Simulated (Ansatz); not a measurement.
**TiAl3: 5 runs along one coordinate**

System: TiAl3 (C2/m, 4 atoms in the cell).
Method: DFT PBE, scalar-relativistic, plane waves, PAW, PAW set soft_1, no spin polarisation (Ansatz 0.2.0).

The 5 runs differ only in the geometry, by a strain of the cell at fixed fractional positions. Against run 3, the strain is εxx = −0.5 η, εyy = −0.5 η and εzz = η. The structure derives from a Materials Project entry.

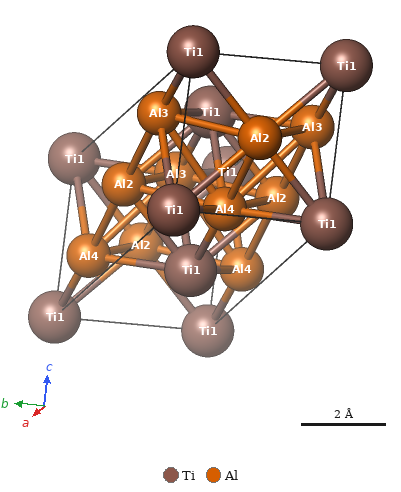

Figure 1. The structure of run 3 (ball-and-stick view of the cell 2 times as large as that of the calculation, set on its symmetry axes, seen at an oblique angle; atoms are numbered from 1 in the order of the input). An atom can appear more than once, as a periodic image.

**Input of run 3**
```yaml
crystal:
  lattice:
    - [-1.9225789803, 1.9225789803, 4.31113511]
    - [1.9225789803, -1.9225789803, 4.31113511]
    - [1.9225789803, 1.9225789803, -4.31113511]
  atoms:
    - { symbol: Ti, position: [0.0, 0.0, 0.0] }
    - { symbol: Al, position: [0.5, 0.5, 0.0] }
    - { symbol: Al, position: [0.75, 0.2195721213, 0.4695721213] }
    - { symbol: Al, position: [0.25, 0.7804278787, 0.5304278787] }
basis:
  ecutwfc: 520.0
kpoints:
  mp_grid: { grid: [14, 14, 14] }
hamiltonian:
  xc: pbe
  pseudopotentials: { kind: paw, azcp: { folder: soft_1 } }
scf:
  occupations: { method: gaussian, width: 0.15 }
output:
  forces: true
  stress: true
  eigenvalues: true
```

Command:
```bash
ansatz run input.yaml --threads 2 --pin off --max-ram 4096MiB --backend cpu --events-out ev --progress --plain --runs-dir out
```

Run 4 differs from it as follows:
```diff
-    - [-1.9225789803, 1.9225789803, 4.31113511]
-    - [1.9225789803, -1.9225789803, 4.31113511]
-    - [1.9225789803, 1.9225789803, -4.31113511]
+    - [-1.8889338481, 1.8889338481, 4.4620248388]
+    - [1.8889338481, -1.8889338481, 4.4620248388]
+    - [1.8889338481, 1.8889338481, -4.4620248388]
```

**Results, with one run withheld**

| run | strain parameter η (%) | free energy per atom, from the lowest run given (meV) | pressure (GPa) |
| --- | --- | --- | --- |
| 1 | −7.0000 | 53.43 | 1.75 |
| 2 | −3.5000 | 11.63 | 1.10 |
| 3 | 0.0000 | 0.00 | 1.02 |
| 4 | 3.5000 | ? | ? |
| 5 | 7.0000 | 76.51 | 3.00 |

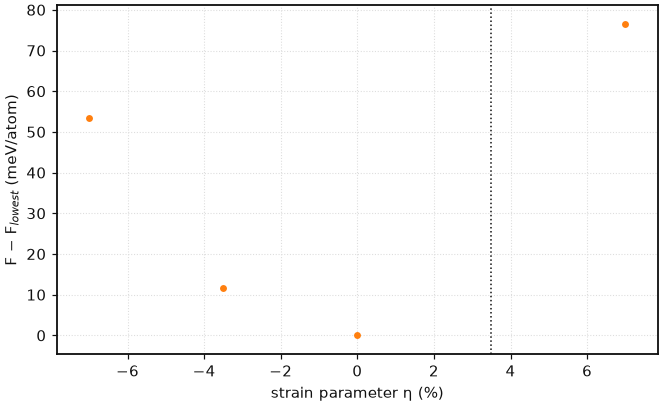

Figure 2. Free energy per atom of the runs given; the dotted line marks run 4.

What should run 4 give?

A quadratic polynomial in the coordinate, fitted to the 4 runs given, misses them by at most 0.67 meV per atom. With x = η + 0.8750, it reads F = 0.092216 − 0.68081 x + 1.3173 x² (meV per atom). At run 4 it gives 22.33 meV per atom, and the run itself gives 21.13. The fit has its minimum at η = −0.6166 %. The fit misses that run by 1.20 meV per atom.

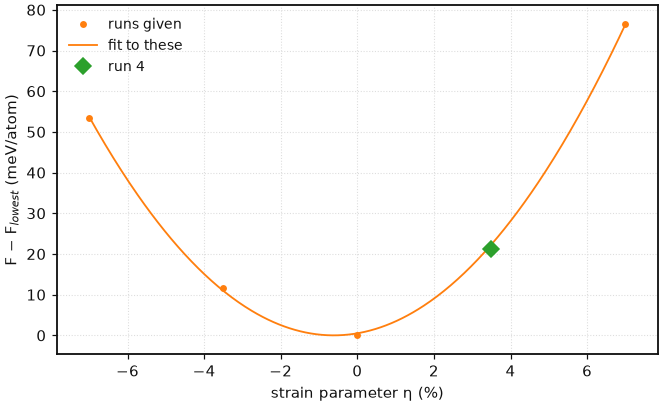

Figure 3. The fit and the withheld run.

**Output, shortened to warnings, some set-up lines, iterations and results (run 4)**
```
Basis set: ecut = 520 eV, 1677 PW (Γ), exchange–correlation on 80×80×80 points (8 copies of the dense FFT grid, shifted against one another)
Symmetry: 4 space group operations
k-points: 744 of 2744
Initial density: superposition of atomic densities (chi_scale 0.1, normalization cell, long waves kept (reshape's long-wave potential 0.00 eV rms))
[...]
SCF iter   1: F=—  HF=-4113.851738 eV  |F-HF|=—  |Δ(HF+E_count)|=         —  Δρ=2.98e-2  dr2=7.25e-1  ethr=3.10e-3  ⟨swp⟩=5.2  Hψ=57487  notcnv=0
SCF iter   2: F=—  HF=-4113.686946 eV  |F-HF|=—  |Δ(HF+E_count)|=   1.65e-1  Δρ=1.89e-2  dr2=3.20e-1  ethr=3.10e-3  ⟨swp⟩=2.0  Hψ=20184  notcnv=0  defer=11
SCF iter   3: F=—  HF=-4113.543334 eV  |F-HF|=—  |Δ(HF+E_count)|=   1.44e-1  Δρ=1.89e-3  dr2=2.25e-3  ethr=1.52e-3  ⟨swp⟩=2.5  Hψ=18615  notcnv=0  defer=14
SCF iter   4: F=—  HF=-4113.542392 eV  |F-HF|=—  |Δ(HF+E_count)|=   9.41e-4  Δρ=4.78e-4  dr2=1.26e-4  ethr=1.07e-5  ⟨swp⟩=2.6  Hψ=18867  notcnv=0  defer=14
SCF iter   5: F=—  HF=-4113.542355 eV  |F-HF|=—  |Δ(HF+E_count)|=   3.77e-5  Δρ=7.58e-5  dr2=5.74e-6  ethr=6.02e-7  ⟨swp⟩=2.0  Hψ=15960  notcnv=0  defer=14
SCF iter   6: F=—  HF=-4113.542352 eV  |F-HF|=—  |Δ(HF+E_count)|=   2.66e-6  Δρ=1.71e-5  dr2=2.03e-7  ethr=2.73e-8  ⟨swp⟩=2.4  Hψ=14375  notcnv=0  defer=18
SCF iter   7: F=-4113.542352 eV  HF=-4113.542352 eV  |F-HF|=3.79e-9  |Δ(HF+E_count)|=   2.93e-8  Δρ=2.94e-6  dr2=6.07e-9  ethr=4.76e-10  ⟨swp⟩=4.9  Hψ=46577  notcnv=0
SCF 1 converged in 7 iterations: F = -4113.542352 eV  dr2 = 6.07e-9
SCF converged after 7 iterations
Free energy (F): -4113.542352 eV
Harris-Foulkes:  -4113.542352 eV  (|F-HF|=3.79e-9)
Internal energy: -4113.525794 eV  (E = F + TS)
E sigma→0 (E₀):  -4113.534073 eV
Entropy (-TS):   -0.016558 eV (-4.139 meV/atom)
Fermi energy:    9.472335 eV
--- Per-component energies (eV) ---
  E_band       = -155.194121
  E_kinetic    = 350.380572
  E_local      = -1261.974891  (includes V_loc(G=0)·N_el)
  E_nonlocal   = 92.466628
  E_hartree    = 541.548695
  E_xc         = -230.365512
  E_vxc        = -234.459839  (∫ρ·V_xc dr)
  E_paw        = -2451.132950  (= ΣΔE_a)
  E_vpaw       = -184.702089  (= ΣTr[D̂ρ^β])
  E_aug_tail   = -0.000021  (compensation charges beyond the density's cutoff)
  E_ewald      = -1154.448315
  E_smearing   = -0.016558  (= −TS)
  E_closure    = 0.000000  (closes the sum)
  Σ components = -4113.542352   (vs F -4113.542352, Δ=0.00e0)
--- Forces (eV/Å), atoms counted from 1 ---
  atom   1  Ti     0.00000000     0.00000000     0.00000000
  atom   2  Al     0.00000000     0.00000000     0.00000000
  atom   3  Al     1.46795293     0.00000000    -0.01534518
  atom   4  Al    -1.46795293     0.00000000     0.01534518
  max |Σ_I F_I| component: 2.22e-16 eV/Å
--- Stress (GPa, compression-positive) ---
        4.719748       0.000000       1.129034
        0.000000       5.892292       0.000000
        1.129034       0.000000      -5.745245
  P = ⅓ Tr σ = 1.6223 GPa (16.223 kbar)
```
